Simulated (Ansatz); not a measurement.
W: several calculations on one system

### Relaxation

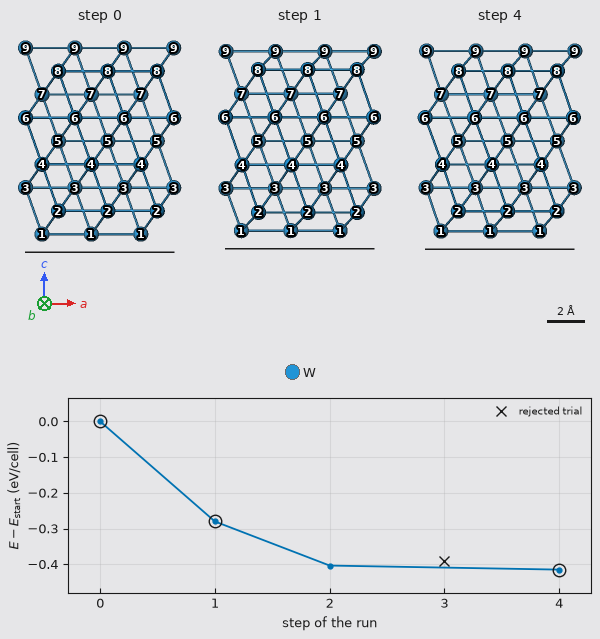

Frames of a relaxation of a slab of composition W (cut from the Im-3m phase), marked on the history of the run. Style: ball-and-stick. Shown: the 3 × 1 repeat of the cell, outlined in the plane, without the vacuum, along the b axis.

Case: (2 1 1) slab, atoms relaxed. The slab is the (2 1 1) face of W.

The calculation used DFT PBEsol, scalar-relativistic, plane waves, PAW in Ansatz 0.2.0. Settings: plane-wave cutoff 420 eV; k-point mesh 13 × 8 × 1; occupations gaussian; smearing width 0.1 eV; no spin polarisation; dipole correction; atoms relaxed in a fixed cell; force threshold 0.02 eV/Å; at most 60 steps.

### What happens along the run?

After 3 accepted moves (4 points after the start) the energy has fallen by 0.415 eV per cell of the calculation. The largest force component goes from 2 to 0.018 eV/Å. The line search rejected the trial step at point 3 of the run. The largest moves, 0.18 Å, are those of W1 and W9. W9 goes at 21° to the normal (−c side). The lattice vectors keep their values. Among the contacts that change: W1–W3 2.732 → 2.539 Å, W1–W2 3.154 → 3.054 Å, W1–W3 (another image) 3.154 → 3.073 Å, W1–W2 (another image) 2.732 → 2.670 Å. Bond angles that change, for instance: W2–W1–W2 109.5° → 113.3°, W2–W1–W3 70.5° → 74.0°. The run took 4.6 min on 2 threads of Arm Neoverse V2 (shared host), peak memory 0.91 GiB. From step 0 to 1: W atoms move most (0.19 Å), energy −0.280 eV per cell of the calculation. From step 1 to 4: W atoms move most (0.07 Å), energy −0.135 eV per cell of the calculation.

```tsv
step	E − E(0), meV/atom	largest force component, eV/Å	note
0	0.00	2.0161	
1	-31.13	1.1856	
2	-44.85	0.1487	
3	-43.54	0.3150	rejected
4	-46.12	0.0183
```

### Relaxation

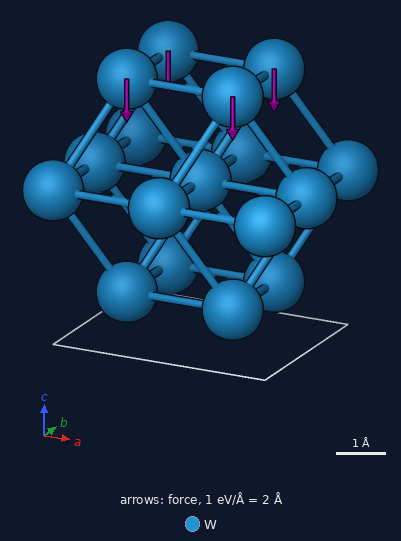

Starting geometry of a slab of composition W (cut from the Im-3m phase) with the computed forces as purple arrows. A ball-and-stick model of the cell of the calculation, outlined in the plane, without the vacuum, seen slightly off an axis.

Case: clean slab, lower planes held. The slab is the (1 1 0) face of W. 4 atoms are held fixed.

Computed with DFT PBE+D3(BJ), scalar-relativistic, plane waves, PAW (Ansatz).

Input file:
```yaml
crystal:
  lattice:
    - [5.4721979593, 0.0, 0.0]
    - [-1.8240659864, 5.1592377134, 0.0]
    - [0.0, 0.0, 20.468030924]
  atoms:
    - { symbol: W, position: [0.25, 0.25, 0.3908534255] }
    - { symbol: W, position: [0.25, 0.75, 0.3908534255] }
    - { symbol: W, position: [0.75, 0.25, 0.3908534255] }
    - { symbol: W, position: [0.75, 0.75, 0.3908534255] }
    - { symbol: W, position: [0.5, 0.5, 0.5] }
    - { symbol: W, position: [0.5, 0.0, 0.5] }
    - { symbol: W, position: [0.0, 0.5, 0.5] }
    - { symbol: W, position: [0.0, 0.0, 0.5] }
    - { symbol: W, position: [0.75, 0.75, 0.6091465745] }
    - { symbol: W, position: [0.75, 0.25, 0.6091465745] }
    - { symbol: W, position: [0.25, 0.75, 0.6091465745] }
    - { symbol: W, position: [0.25, 0.25, 0.6091465745] }
basis:
  ecutwfc: 420
kpoints:
  mp_grid: { grid: [4, 4, 1] }
hamiltonian:
  xc: pbe
  dispersion: d3bj
scf:
  occupations: { method: gaussian, width: 0.1 }
output:
  forces: true
  eigenvalues: true
relax:
  adjacent_minimum: "off"
  f_tol: 0.03
  max_steps: 70
  constraints: [{ sites: [0, 1, 2, 3] }]
efield:
  axis: 3
  dipole_correction: true
  ramp_width: 0.04
```

Command:
```bash
ansatz run input.yaml --threads 8 --pin off --max-ram 20480MiB --backend cpu --events-out ev --progress --plain --runs-dir out
```

**Is this structure relaxed? If not, where do the atoms go?**

It isn't relaxed: the largest force vector, on W atoms, is 0.47 eV/Å. The atoms end up moving mostly along the starting forces (cosine between the two patterns 0.90). The largest moves, 0.098 Å, are those of W9, W10, W11 and W12. W9 goes along the normal (−c). The cell stays as it was. Near-neighbour distances that change, for instance: W1–W5 2.736 → 2.697 Å, W5–W10 3.159 → 3.125 Å, W1–W6 3.159 → 3.125 Å. After 1 accepted move (2 points after the start) the energy has fallen by 96.7 meV per cell of the calculation. The largest force component goes from 0.47 to 0.015 eV/Å. The line search rejected the trial step at point 1 of the run. The run took 16 s on 8 threads of Arm Neoverse V2, on a shared host, peak memory 1.7 GiB.

### A change

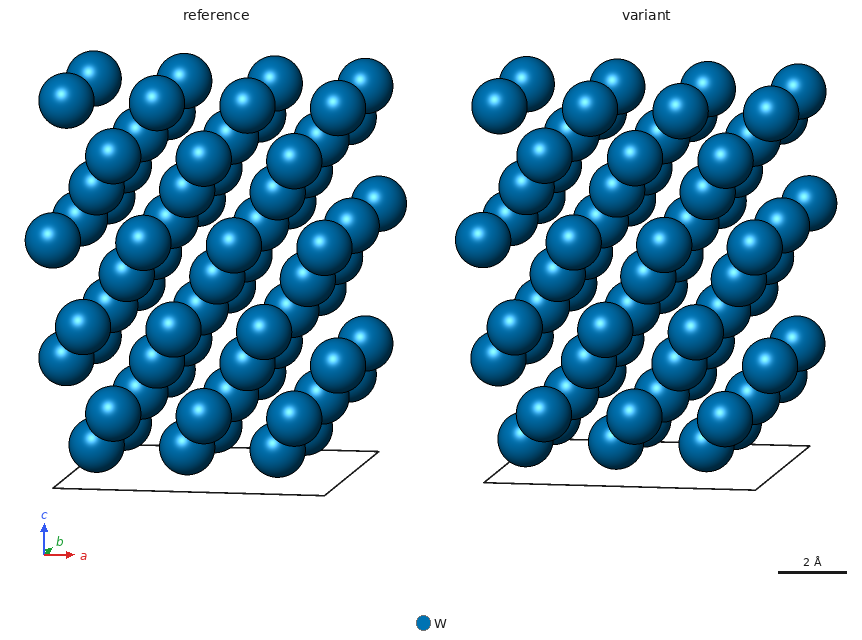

Left: a (2 1 1) slab of W as cut from the relaxed bulk. Right: the same structure after one change, at the same scale. Style: spheres-only. Shown: the 3 × 2 repeat of the cell, outlined in the plane, without the vacuum, slightly off an axis.

All numbers below come from Ansatz, DFT PBEsol, scalar-relativistic, plane waves, PAW. Set-up: plane-wave cutoff 420 eV; occupations gaussian; smearing width 0.1 eV; no spin polarisation. The k-mesh is chosen for each cell (13×8×26, 13×8×1).

The atoms of the slab are relaxed at the bulk's in-plane cell.

Question: And its effect?

Answer: The surface energy (mean of the two faces) falls from 4.09 to 3.82 J/m². The top spacing, between the W and W planes, goes from 1.29 to 1.11 Å (−14.1 %), the bottom one (W to W) from 1.29 to 1.11 Å (−14.1 %). The cell stays as it was. The largest moves relative to the layer's centre, 0.18 Å, are those of W atoms. Among the bonded contacts that change: W–W 2.732 → 2.539 to 2.766 Å, W–W 3.154 → 3.054 Å.
